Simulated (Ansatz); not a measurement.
Geometry optimisation.

```
crystal:
  lattice:
    - [-1.644167, 1.644167, 1.644167]
    - [1.644167, -1.644167, 1.644167]
    - [1.644167, 1.644167, -1.644167]
  atoms:
    - { symbol: Ta, position: [0.0, 0.0, 0.0] }
  symmetry: { tolerance: 0.0003 }
kpoints:
  mp_grid: { grid: [8, 8, 8], shift: [0, 0, 0] }
magnetization:
  spin_polarized: false
scf:
  occupations: { method: tetrahedron_uncorrected }
hamiltonian:
  pseudopotentials: { kind: paw }
  xc: r2scan
basis:
  ecutwfc: 500
output:
  forces: true
  stress: true
  eigenvalues: true
relax:
  max_steps: 40
  cell: {}
```

Launched with:
```bash
ansatz run input.yaml --threads 1 --pin off --max-ram 2560MiB --backend cpu --events-out ev --progress --plain --runs-dir out
```

**How does the optimisation go?**

The optimisation met its thresholds at geometry 4, counting the start as the first. The energy fell by about 5.7 meV/atom from the first step to the last. Step 2 went uphill and was rejected by the line search. All forces vanish by symmetry, so only the cell moves. The volume grows from 17.8 to 18.2 Å³ per atom (+2 %), overshooting to 19.4 at step 2, as the pressure goes from 4.7 GPa to about 0 GPa.

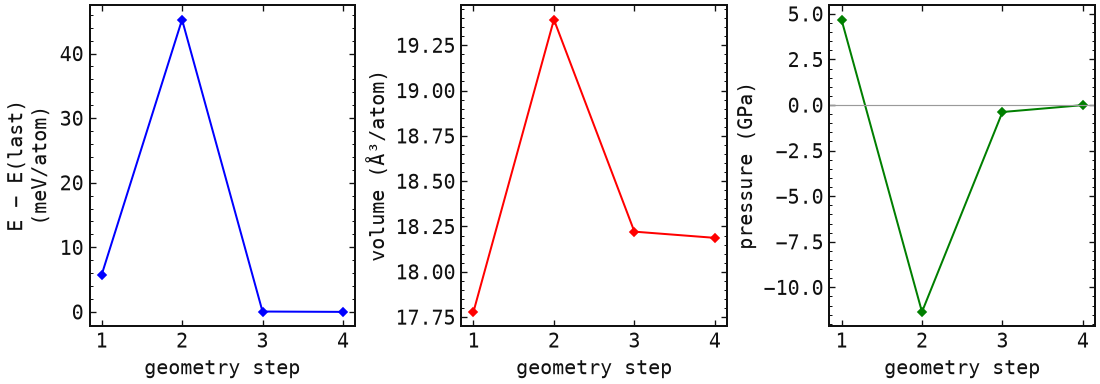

History of the run, step by step. Atoms and cell relax. A closing SCF on a freshly chosen basis isn't drawn.
